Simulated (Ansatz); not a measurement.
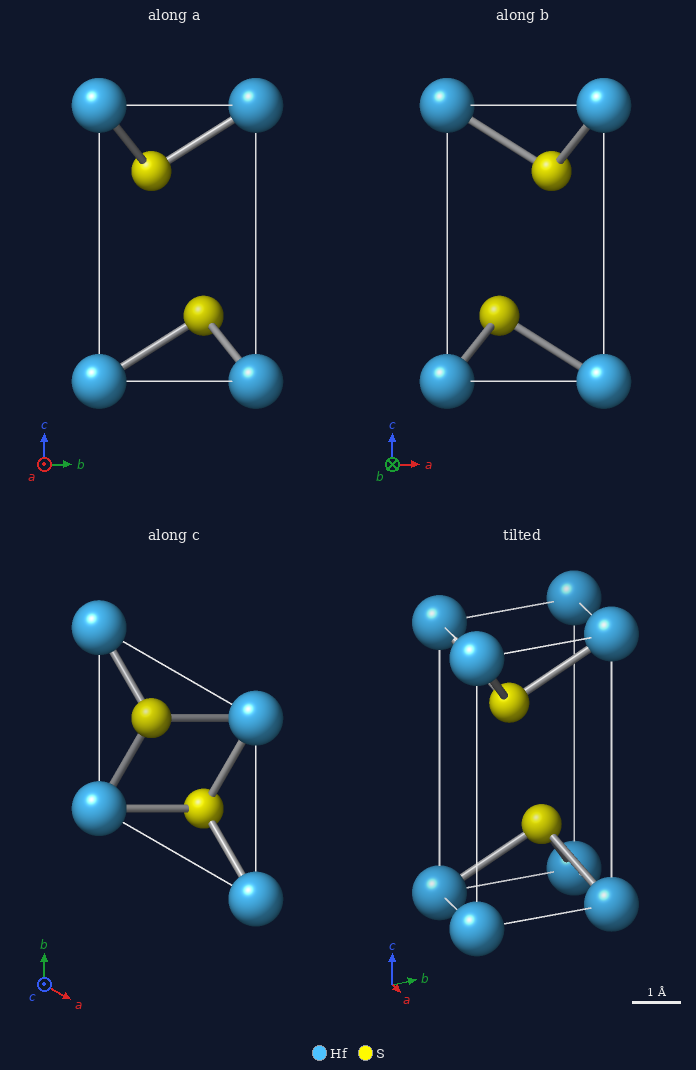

The figure gives a ball-and-stick picture of the atoms, viewed along the a axis, along the b axis, along the c axis and slightly off an axis. The frame is the conventional unit cell; atoms at its boundary are shown with their periodic copies.

Lattice parameters: a = 3.7755 Å, b = 3.7755 Å, c = 5.7608 Å, α = 90.000°, β = 90.000°, γ = 120.000°.

Record the structure as a CIF with its space group and independent sites, with free fractional coordinates to two decimals.

```cif
data_structure
_symmetry_space_group_name_H-M 'P -3 m 1'
_symmetry_Int_Tables_number 164
_cell_length_a 3.7755
_cell_length_b 3.7755
_cell_length_c 5.7608
_cell_angle_alpha 90.000
_cell_angle_beta 90.000
_cell_angle_gamma 120.000
_cell_volume 71.12
loop_
_atom_site_label
_atom_site_type_symbol
_atom_site_symmetry_multiplicity
_atom_site_Wyckoff_symbol
_atom_site_fract_x
_atom_site_fract_y
_atom_site_fract_z
_atom_site_occupancy
Hf1 Hf 1 a 0.00 0.00 0.00 1
S1 S 2 d 0.3333 0.6667 0.24 1
```

It goes back to a structure type filled with these elements by a generator (whether the compound takes this form wasn't checked). The cell was then strained or its atoms displaced on purpose. Ansatz was used for an electronic-structure calculation on it.
